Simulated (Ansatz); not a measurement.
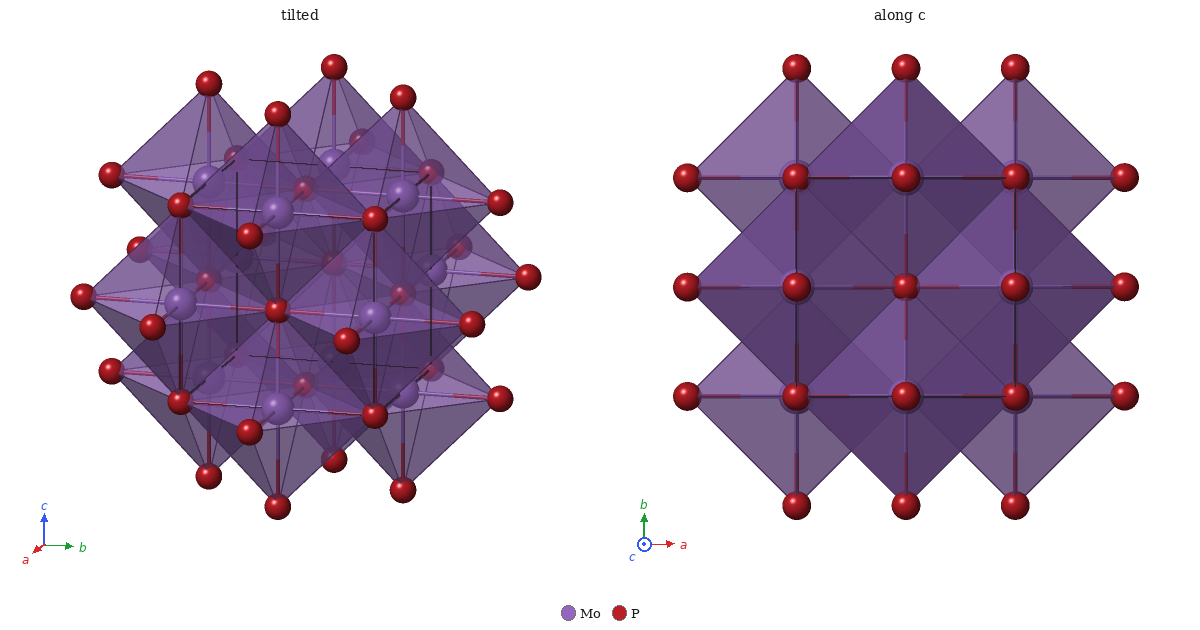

Drawn in the polyhedral manner and seen slightly off an axis and along the c axis. The lines enclose the unit cell; boundary atoms appear with their images. A few atoms beyond the faces are included. Cell: a = 4.89 Å, b = 4.89 Å, c = 4.89 Å, α = 90.04°, β = 90.04°, γ = 89.96°.

The structure comes from a random cell made by a generator, so it need not be a real form of the compound. Earlier steps of the study, as a rule a relaxation of our own, may have changed the cell and positions, so they can lie some per cent off the listed ones. It went into a calculation with Ansatz.

**In words:**

It has the composition Mo3P4. Within 0.01 Å the space group is Pm-3m (No. 221), primitive cubic. Counting shared atoms by their share gives 3 Mo, 4 P, or 7 atoms. The polyhedra are MoP6 octahedra; they share corners and edges. The coordination shell of Mo holds six P in an octahedral arrangement at about 2.4 Å. The bonds build a three-dimensional framework.

Results below were computed with DFT PBE, scalar-relativistic, plane waves, PAW in Ansatz 0.2.0; the settings were a kinetic-energy cutoff of 420 eV, k-points about 0.11 Å⁻¹ apart, Gaussian smearing of 0.1 eV, no spin polarisation.

**What is the band gap, if any?**

A metal: bands cross the Fermi level.

**List the Bader charges.**

Mo +0.93 e; P -0.89 to -0.63 e.

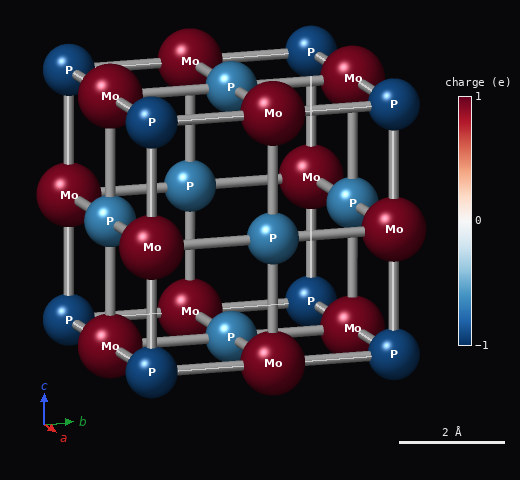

The atoms coloured by those charges. The run's cell of 7 atoms is drawn, so axes and origin can differ from the first picture.

**Is this the optimised geometry for these settings?**

Yes. All forces vanish to within 0.01 eV/Å. The pressure is 0.0 GPa, close to zero.
